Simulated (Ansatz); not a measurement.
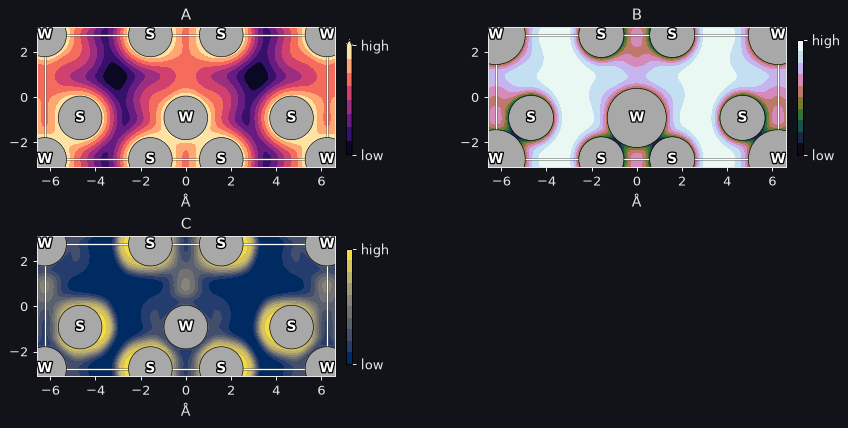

WS₂: 3 fields on the (110) plane of the conventional cell, with unlabelled colour scales. Grey discs cover the atomic cores.

Space group P6₃/mmc.

All numbers below come from DFT PBE, scalar-relativistic, plane waves, PAW in Ansatz.

```
W S
1.0
     3.18000    0.00000    0.00000
    -1.59000    2.75396    0.00000
     0.00000    0.00000   12.50000
W S
2 4
Direct
  0.33333 0.66667 0.25000
  0.66667 0.33333 0.75000
  0.33333 0.66667 0.62449
  0.66667 0.33333 0.12449
  0.33333 0.66667 0.87551
  0.66667 0.33333 0.37551
```

The panels show electron localisation function, electrostatic potential energy of an electron and valence pseudo-density in some order. Assign them.

Panel A: valence pseudo-density. Panel B: electrostatic potential energy of an electron (low next to the atoms, rising into the space between them). Panel C: electron localisation function. From the grid: W–S (2.42 Å): the density is about 0.62 e/Å³ at the midpoint; the ELF peaks at about 0.85 in the valence shell of S, 0.8 Å from its nucleus, and is about 0.50 at the midpoint.
